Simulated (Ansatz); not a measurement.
# Geometry relaxation of B48N48H (part 3 of 3)

Continued. System: B48N48H (defect cell, 97 atoms in the cell). Method: DFT, PBEsol, PAW, plane waves (Ansatz 0.2.0); cutoff 420 eV, 1×1×1 k-mesh, Fermi–Dirac smearing of 0.01 eV. 

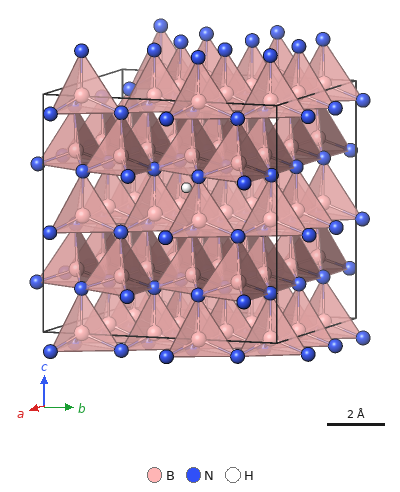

**Figure 1.** The structure as given in the input (polyhedral view of the cell of the calculation, seen slightly off an axis; polyhedra are completed across the faces of the cell).

### Output, continued
```
  k-point 0 ↑: bands = ["-8.8358", "-8.1692", "-8.0859", "-7.9306", "-7.4366", "-7.2858", "-7.2117", "-6.8676", "-6.6900", "-6.5901", ... 80 levels left out ..., "4.3542", "4.3790", "4.4367", "4.4752", "4.5112", "4.5997", "4.7687", "4.8022", "5.0540", "5.1297", "5.2298", "5.3456", "5.5638", "5.5758", "5.7028", "5.7382", "5.7985", "5.9019", "5.9809", "6.0158", "6.0345", "6.0516", "6.0572", "6.1911", "6.2363", "6.2945", "6.3344", "6.3715", "6.4266",
      "6.4415", "6.4789", "6.5109", "6.5320", "6.5782", "6.7143", "6.8149", "6.8557", "7.0543", "7.0871", "7.1206", "7.1447", "7.1921", "7.2183", "7.2359", "7.2522", "7.2868", "7.3082", "7.3228", "7.3491", "7.3825", "7.4566", "7.5161", "7.5304", "7.5521", "7.5794", "7.6013", "7.6607", "7.8443", "7.9111", "8.1183", "8.1615", "8.1897", "8.2167", "8.2333", "8.2967", "8.3120", "8.3349", "8.3582", "8.3711",
      "8.3830", "8.3972", "8.4394", "8.4605", "8.4961", "8.5766", "8.5898", "8.6086", "8.6250", "8.6544", "8.7403", "8.7780", "8.8045", "8.8360", "8.9365", "8.9819", "8.9948", "9.2374", "9.2577", "9.3070", "9.3456", "9.3754", "9.4695", "9.6723", "9.8929", "9.9089", "10.0892", "10.1232", "10.2273", "10.2690", "10.3417", "10.7276", "11.0730", "13.3071", "17.2792", "17.4392", "17.8362", "18.1273", "18.2008", "18.3278",
      "18.4703", "18.5314", "18.5600", "18.6567", "18.6941", "18.7157", "18.7392", "18.8186", "18.8570", "18.9197", "18.9806", "19.0539", "19.0997", "19.1799", "19.2009", "19.2180", "19.2611", "19.2926", "19.4209", "19.4685", "19.5472", "19.6267", "19.6462", "19.7324", "20.0386", "20.0805", "20.1397", "20.1721", "20.1978", "20.2971", "20.3398", "20.3681", "20.4963", "20.5171", "20.5493", "20.6526", "20.7249", "20.7639", "20.8890", "21.0049",
      "21.0388", "21.0952", "21.1976", "21.4007", "21.4880", "21.5192", "21.5398", "21.5486", "21.5631", "21.5881", "21.6999", "21.7396", "21.8022", "21.8251", "21.8784", "21.8966", "21.9250", "21.9397", "21.9486", "21.9796", "22.0041", "22.0250", "22.1190", "22.1458", "22.2058", "22.2534", "22.2942", "22.3560", "22.3873", "22.4285", "22.4778", "22.4958", "22.5505", "22.5693", "22.6000", "22.7479", "22.8152", "22.8389", "22.8911", "22.9281",
      "22.9642", "22.9918", "23.0515", "23.1015", "23.1622", "23.1961", "23.2721", "23.3816", "23.4254", "23.4880", "23.5284"]
  k-point 0 ↓: bands = ["-8.8127", "-8.1393", "-8.0699", "-7.9143", "-7.4144", "-7.2676", "-7.1977", "-6.8496", "-6.6723", "-6.5753", ... 80 levels left out ..., "4.3648", "4.3906", "4.4491", "4.4902", "4.5226", "4.6137", "4.7817", "4.8160", "5.0753", "5.1429", "5.2418", "5.3584", "5.5799", "5.5876", "5.7155", "5.7496", "5.8101", "5.9178", "6.0041", "6.0316", "6.0448", "6.0597", "6.0664", "6.2017", "6.2490", "6.3066", "6.3475", "6.3834", "6.4374",
      "6.4602", "6.4899", "6.5254", "6.5395", "6.5890", "6.7275", "6.8310", "6.8675", "7.0758", "7.1021", "7.1335", "7.1576", "7.2065", "7.2307", "7.2563", "7.2636", "7.2963", "7.3216", "7.3346", "7.3644", "7.3919", "7.4734", "7.5319", "7.5425", "7.5613", "7.5915", "7.6119", "7.6711", "7.8561", "7.9276", "8.1303", "8.1760", "8.2016", "8.2278", "8.2458", "8.3093", "8.3240", "8.3507", "8.3694", "8.3830",
      "8.3952", "8.4049", "8.4489", "8.4716", "8.5079", "8.5923", "8.6025", "8.6210", "8.6357", "8.6662", "8.7507", "8.7890", "8.8161", "8.8485", "8.9465", "8.9922", "9.0067", "9.2474", "9.2691", "9.3189", "9.3574", "9.3869", "9.4800", "9.6833", "9.9063", "9.9190", "10.1027", "10.1341", "10.2387", "10.2824", "10.3527", "10.7394", "11.0839", "14.7720", "17.2876", "17.4742", "17.8486", "18.1365", "18.2119", "18.3405",
      "18.4813", "18.5417", "18.5747", "18.6700", "18.7059", "18.7251", "18.7512", "18.8317", "18.8695", "18.9312", "18.9911", "19.0645", "19.1116", "19.1889", "19.2094", "19.2298", "19.2732", "19.3019", "19.4342", "19.4803", "19.5598", "19.6371", "19.6585", "19.7433", "20.0512", "20.1003", "20.1525", "20.1821", "20.2140", "20.3125", "20.3508", "20.3781", "20.5164", "20.5285", "20.5589", "20.6687", "20.7392", "20.7771", "20.9073", "21.0161",
      "21.0556", "21.1052", "21.2158", "21.4476", "21.5164", "21.5403", "21.5578", "21.5650", "21.5720", "21.5979", "21.7240", "21.7595", "21.8193", "21.8415", "21.8962", "21.9107", "21.9352", "21.9506", "21.9577", "21.9942", "22.0157", "22.0328", "22.1351", "22.1676", "22.2169", "22.2690", "22.3091", "22.3674", "22.3987", "22.4419", "22.4898", "22.5078", "22.5629", "22.5817", "22.6113", "22.7710", "22.8278", "22.8524", "22.9049", "22.9385",
      "22.9749", "23.0064", "23.0639", "23.1141", "23.1750", "23.2078", "23.2854", "23.3983", "23.4357", "23.5071", "23.5423"]
--- Relaxed structure (4 steps of the walk, 4 accepted, 0 SCFs on fresh bases) ---
  F+E_penalty+E_count = -25633.29776173 eV   max|allowed force component| = 1.235e-2 eV/Å
  atoms:
    - { symbol: B, position: [-0.00041013667743293556, 0.16684063540071148, 0.001114735728104506] }
    - { symbol: B, position: [0.9995561026239722, 0.16704715093149702, 0.5007844738898899] }
    - { symbol: B, position: [0.3326475517312428, 0.1668368875798272, 0.001129724219642296] }
    - { symbol: B, position: [0.33266602511881704, 0.16704869181652945, 0.5007848091737157] }
    - { symbol: B, position: [0.16610766845697383, 0.41698264124052, 0.0012739821964702289] }
    - { symbol: B, position: [0.16611740544343992, 0.41683283172602903, 0.5007347421660141] }
    - { symbol: B, position: [-0.00011381513688682416, 0.6672849604799574, 0.0007106616802865682] }
    - { symbol: B, position: [1.0002565622869652, 0.6674970118919664, 0.5002380711929759] }
    - { symbol: B, position: [0.6661108263265487, 0.16652470285907758, 0.0008375201042751374] }
    - { symbol: B, position: [0.6661138228432344, 0.16597359378366203, 0.5003134313301597] }
    - { symbol: B, position: [0.4991725600925611, 0.41684302893658365, 0.0009671521099897596] }
    - { symbol: B, position: [0.5001780825623349, 0.4173368913368879, 0.5004026904817983] }
    - { symbol: B, position: [0.3323636547282018, 0.6672721826160996, 1.0007130862414775] }
    - { symbol: B, position: [0.3320077265566132, 0.6674948544584355, 0.500231142768544] }
    - { symbol: B, position: [0.16612384304977568, 0.9170843434174077, 0.0007803443191651325] }
    - { symbol: B, position: [0.16612088720094945, 0.9173359515755465, 0.5007229390674979] }
    - { symbol: B, position: [0.8330611465171778, 0.41684679219849113, 1.000956705759641] }
    - { symbol: B, position: [0.8319744310415849, 0.41736929709495685, 0.5004227865435352] }
    - { symbol: B, position: [0.666128784517925, 0.6673648296457342, 1.0008946771165095] }
    - { symbol: B, position: [0.6661250101153394, 0.6663575399559988, 0.5003519802099915] }
    - { symbol: B, position: [0.49928417110157663, 0.9171635765455809, 1.0009725003650214] }
    - { symbol: B, position: [0.4993724506449804, 0.9169580790261214, 0.5007172017422629] }
    - { symbol: B, position: [0.8329605767300532, 0.9171582829065549, 1.000969336176475] }
    - { symbol: B, position: [0.8328838936417746, 0.9169553498603432, 0.5007020249003342] }
    - { symbol: B, position: [0.16605032525001484, 0.08369989048449127, 0.2509345316008183] }
    - { symbol: B, position: [0.16606924605535162, 0.08340002881756958, 0.7508515339490349] }
    - { symbol: B, position: [-0.0004863367246504826, 0.3336110444035875, 0.2509175569429393] }
    - { symbol: B, position: [0.0007897170091797124, 0.33289828987580383, 0.7518349686319642] }
    - { symbol: B, position: [0.49929510444847125, 0.08350093644299893, 0.25079194673511956] }
    - { symbol: B, position: [0.49911222458248783, 0.08365613810199571, 0.7508311623805829] }
    - { symbol: B, position: [0.3325961307251532, 0.3335999640216212, 0.25093171360290634] }
    - { symbol: B, position: [0.33130565311114585, 0.3328845866336595, 0.7518520265573861] }
    - { symbol: B, position: [0.1660637023600834, 0.5838028959885178, 0.2505941982547253] }
    - { symbol: B, position: [0.16608025516924083, 0.5836195196909534, 0.7507666424958547] }
    - { symbol: B, position: [-0.00041625711758797057, 0.8338185354460469, 0.25066736541077234] }
    - { symbol: B, position: [0.999518509463162, 0.8338549838940065, 0.7507498847481638] }
    - { symbol: B, position: [0.8328314445174232, 0.08350669580608547, 0.2507807425348446] }
    - { symbol: B, position: [0.8330317032519649, 0.08365990157429096, 0.7508263073515773] }
    - { symbol: B, position: [0.6660469040928845, 0.3329102309158805, 0.24954992944119667] }
    - { symbol: B, position: [0.6660691771453772, 0.33240620421109246, 0.7524140457882657] }
    - { symbol: B, position: [0.498733177940649, 0.5840493177867979, 0.2494821626149146] }
    - { symbol: B, position: [0.4981952274196351, 0.5843136001509776, 0.7523520850492255] }
    - { symbol: B, position: [0.33256385674910427, 0.8338161128206503, 0.25067640139310754] }
    - { symbol: B, position: [0.3326374210957458, 0.833850282301501, 0.7507641272157847] }
    - { symbol: B, position: [0.8334042429509217, 0.5840476557288732, 0.24948370609624046] }
    - { symbol: B, position: [0.83396685011593, 0.5843333916515134, 0.7523714769958049] }
    - { symbol: B, position: [0.6660626855890344, 0.8338421191582378, 0.25079118981662557] }
    - { symbol: B, position: [0.6660791812701418, 0.8353143171969672, 0.7517543434606351] }
    - { symbol: N, position: [-0.0005116723118402588, 0.16693371932785028, 0.18811889025265885] }
    - { symbol: N, position: [-0.0002790297297675512, 0.16684256631958347, 0.6881551479858565] }
    - { symbol: N, position: [0.33274062247041025, 0.16693249548118014, 0.18813817313001255] }
    - { symbol: N, position: [0.33253595132187236, 0.1668494743097319, 0.6881639169246064] }
    - { symbol: N, position: [0.16611051143589328, 0.4171246520727643, 0.1881393317788625] }
    - { symbol: N, position: [0.16610142331846248, 0.41690402125422626, 0.688206636123413] }
    - { symbol: N, position: [-5.728831796643525e-5, 0.6673366568789121, 0.1872373948675774] }
    - { symbol: N, position: [0.9997038264302641, 0.6671809656920501, 0.6879598823359326] }
    - { symbol: N, position: [0.6661164773464071, 0.16639723697452646, 0.1873717019132862] }
    - { symbol: N, position: [0.6661278264728184, 0.16670407838850554, 0.6880641765087128] }
    - { symbol: N, position: [0.49928122575609796, 0.4169170443935147, 0.18760014975379988] }
    - { symbol: N, position: [0.4976035528006142, 0.41605111326433, 0.6900706898247608] }
    - { symbol: N, position: [0.33231241207464296, 0.6673288487000336, 0.18725829074177908] }
    - { symbol: N, position: [0.33257221733609615, 0.6671754080292296, 0.6879676852319221] }
    - { symbol: N, position: [0.16612268118171972, 0.9171716865055815, 0.18793637579904404] }
    - { symbol: N, position: [0.16612925244674145, 0.9170260138388068, 0.6879738030227827] }
    - { symbol: N, position: [0.832930651175718, 0.4169207663348796, 0.18759431411754152] }
    - { symbol: N, position: [0.8346621716236856, 0.4160342001445631, 0.6901204079246758] }
    - { symbol: N, position: [0.6661193316082425, 0.667219125976571, 0.18752012851214295] }
    - { symbol: N, position: [0.6661630307979284, 0.6690143340003788, 0.6900511302518738] }
    - { symbol: N, position: [0.49929127792327765, 0.917014749135006, 0.1879981811740858] }
    - { symbol: N, position: [0.49928335883440905, 0.9172546890220918, 0.6880742521420752] }
    - { symbol: N, position: [0.8329504581061222, 0.9170154976808613, 0.18799059589572606] }
    - { symbol: N, position: [0.8329766683063566, 0.9172630022090391, 0.6880656845423001] }
    - { symbol: N, position: [0.16603345407402123, 0.08370213210336691, 0.4380773771079167] }
    - { symbol: N, position: [0.16604859818145237, 0.0835571458645893, 0.9381070255748791] }
    - { symbol: N, position: [-0.00014569595148046345, 0.3334019582260609, 0.437852369818488] }
    - { symbol: N, position: [-0.00018600621594445433, 0.3334009767880787, 0.9385881991442616] }
    - { symbol: N, position: [0.49912270733668984, 0.08330184501202557, 0.43801831131818303] }
    - { symbol: N, position: [0.49922713427287974, 0.0836524903458094, 0.9380072565551179] }
    - { symbol: N, position: [0.3322313983444284, 0.33335958976806057, 0.43788961030909335] }
    - { symbol: N, position: [0.33226107361154555, 0.33338610188957946, 0.9385928212682192] }
    - { symbol: N, position: [0.16608050822287884, 0.5837821441456192, 0.437892580283269] }
    - { symbol: N, position: [0.16605930566201954, 0.5836077181602459, 0.9378225970305689] }
    - { symbol: N, position: [0.9997352413724966, 0.8339748806772964, 0.4379105555305397] }
    - { symbol: N, position: [0.9994500402731715, 0.8337768935361305, 0.9378783098223038] }
    - { symbol: N, position: [0.8329757336239467, 0.08331596705011214, 0.43800035235075635] }
    - { symbol: N, position: [0.8328660081568695, 0.08365247088687135, 0.9380044421408286] }
    - { symbol: N, position: [0.6659981294066627, 0.3304873770051704, 0.4350481117755683] }
    - { symbol: N, position: [0.6660468133088183, 0.33335494909087965, 0.938494055894172] }
    - { symbol: N, position: [0.4963807850158225, 0.5852291992811723, 0.4350095249001499] }
    - { symbol: N, position: [0.49911969507307385, 0.5838231943651002, 0.9384240244813631] }
    - { symbol: N, position: [0.33238653984104044, 0.8339855776569233, 0.4379192305850669] }
    - { symbol: N, position: [0.3326660147706788, 0.8337704039360324, 0.9378915606953199] }
    - { symbol: N, position: [0.8357425227562888, 0.5852611175480252, 0.4350032272899586] }
    - { symbol: N, position: [0.833007101506214, 0.5838410721928878, 0.938435633999589] }
    - { symbol: N, position: [0.6660662361388474, 0.8342429313580052, 0.43776868567125904] }
    - { symbol: N, position: [0.6660528651317951, 0.8342361891585662, 0.9384739769066217] }
    - { symbol: H, position: [0.6661724796889946, 0.500347577630534, 0.574629450238814] }
--- Löwdin populations: 97 sites ---
  site symbol       q [e]    m [muB]
     0      B      2.6969     0.0007
     1      B      2.6965    -0.0000
     2      B      2.6969     0.0008
     3      B      2.6964    -0.0000
     4      B      2.6970     0.0013
     5      B      2.6963    -0.0007
     6      B      2.6970     0.0009
     7      B      2.6981     0.0010
     8      B      2.6970     0.0008
     9      B      2.6975     0.0007
    10      B      2.6959     0.0005
    11      B      2.7285     0.0109
    12      B      2.6971     0.0010
    13      B      2.6979     0.0005
    14      B      2.6966     0.0000
    15      B      2.6976     0.0010
    16      B      2.6958     0.0004
    17      B      2.7283     0.0097
    18      B      2.6958     0.0004
    19      B      2.7286     0.0103
    20      B      2.6967     0.0005
    21      B      2.6970    -0.0000
    22      B      2.6967     0.0005
    23      B      2.6969     0.0001
    24      B      2.6964     0.0000
    25      B      2.6971     0.0006
    26      B      2.6962    -0.0002
    27      B      2.7012     0.0179
    28      B      2.6961     0.0002
    29      B      2.6971     0.0008
    30      B      2.6961    -0.0000
    31      B      2.7014     0.0185
    32      B      2.6957     0.0003
    33      B      2.6970     0.0008
    34      B      2.6961     0.0002
    35      B      2.6968     0.0005
    36      B      2.6961     0.0002
    37      B      2.6971     0.0007
    38      B      2.6972     0.0017
    39      B      2.7039     0.0060
    40      B      2.6972     0.0018
    41      B      2.7038     0.0059
    42      B      2.6962     0.0001
    43      B      2.6968     0.0004
    44      B      2.6972     0.0019
    45      B      2.7038     0.0060
    46      B      2.6962    -0.0001
    47      B      2.7009     0.0178
    48      N      5.2753     0.0005
    49      N      5.2751    -0.0000
    50      N      5.2752     0.0002
    51      N      5.2751    -0.0002
    52      N      5.2751     0.0008
    53      N      5.2748    -0.0001
    54      N      5.2749     0.0037
    55      N      5.2753     0.0028
    56      N      5.2751     0.0039
    57      N      5.2754     0.0028
    58      N      5.2764     0.0009
    59      N      5.2741     0.0291
    60      N      5.2748     0.0035
    61      N      5.2751     0.0028
    62      N      5.2751    -0.0001
    63      N      5.2752     0.0003
    64      N      5.2764     0.0011
    65      N      5.2739     0.0295
    66      N      5.2763     0.0010
    67      N      5.2740     0.0292
    68      N      5.2751     0.0003
    69      N      5.2751     0.0000
    70      N      5.2751     0.0004
    71      N      5.2751    -0.0001
    72      N      5.2748     0.0002
    73      N      5.2754    -0.0000
    74      N      5.2768     0.0204
    75      N      5.2746     0.0021
    76      N      5.2748     0.0011
    77      N      5.2756     0.0000
    78      N      5.2769     0.0191
    79      N      5.2745     0.0021
    80      N      5.2747     0.0022
    81      N      5.2757     0.0002
    82      N      5.2750     0.0007
    83      N      5.2756     0.0001
    84      N      5.2748     0.0010
    85      N      5.2756    -0.0000
    86      N      5.2752     0.0535
    87      N      5.2749    -0.0003
    88      N      5.2751     0.0533
    89      N      5.2749    -0.0003
    90      N      5.2751     0.0014
    91      N      5.2756     0.0001
    92      N      5.2752     0.0531
    93      N      5.2749    -0.0003
    94      N      5.2773     0.0194
    95      N      5.2746     0.0025
    96      H      0.8561     0.5073
  spilling = 0.003534 (of n_electrons = 385.000000)
```

### Results in brief

- outcome: converged
- electrons treated: 385
- free energy: −25633.2978 eV
- Fermi energy: 14.040 eV
- net moment of the cell: 1.00 μB
- largest force (length of the vector) at the end: 0.014 eV/Å
- wall time: 22 s (CPU time 2.6 min)
- peak memory: 2 GiB

### Notes

The k-point mesh is coarse for a cell of this size, so the results may not be converged.
